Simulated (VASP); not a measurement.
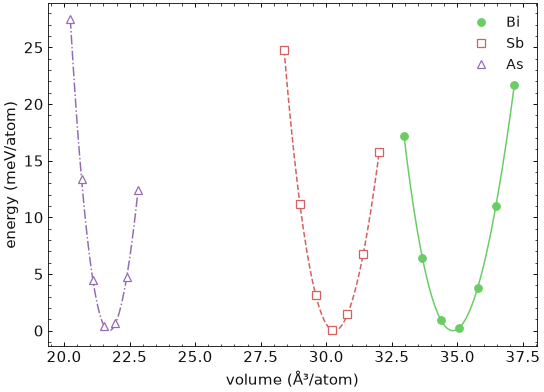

The plot gives the computed energy against volume, with one curve for each element, for As, Bi and Sb (all in space group R-3m (No. 166)).

Calculation (VASP 6.6.1): plane-wave DFT, no spin polarisation; energies at scaled volumes of the given cell, shape and fractions fixed, counted from the fit's minimum, third-order Birch-Murnaghan fit. Level: PBEsol.

- occupations: Fermi–Dirac
- smearing width: 0.05 eV
- potentials: VASP PAW PBE potentials, recommended
- wave cutoff: 520 eV

Settings that differ: Bi: k mesh 7×7×7; Sb: k mesh 8×8×8; As: k mesh 9×9×9.

Q: Order the curves by fitted equilibrium volume, smallest first.

A: As 21.719, Sb 30.309, Bi 34.829 Å³/atom.

Q: Order the curves by fitted bulk modulus, smallest first.

A: Bi 49.8, Sb 58.0, As 77.3 GPa.

Limits of the calculation: spin-orbit coupling left out, heavy elements (Bi); shape and atomic fractions are frozen while scaling, which makes layered, chain and framework solids too stiff.

The computed values:

Bi:
```csv
volume (Å³/atom),energy (meV/atom)
32.97,17.19
33.67,6.43
34.37,0.97
35.07,0.26
35.77,3.77
36.47,11.05
37.17,21.69
```

Sb:
```csv
volume (Å³/atom),energy (meV/atom)
28.39,24.78
29.00,11.16
29.60,3.13
30.21,0.07
30.81,1.45
31.41,6.81
32.02,15.74
```

As:
```csv
volume (Å³/atom),energy (meV/atom)
20.24,27.52
20.67,13.35
21.10,4.48
21.53,0.40
21.96,0.64
22.39,4.77
22.82,12.40
```
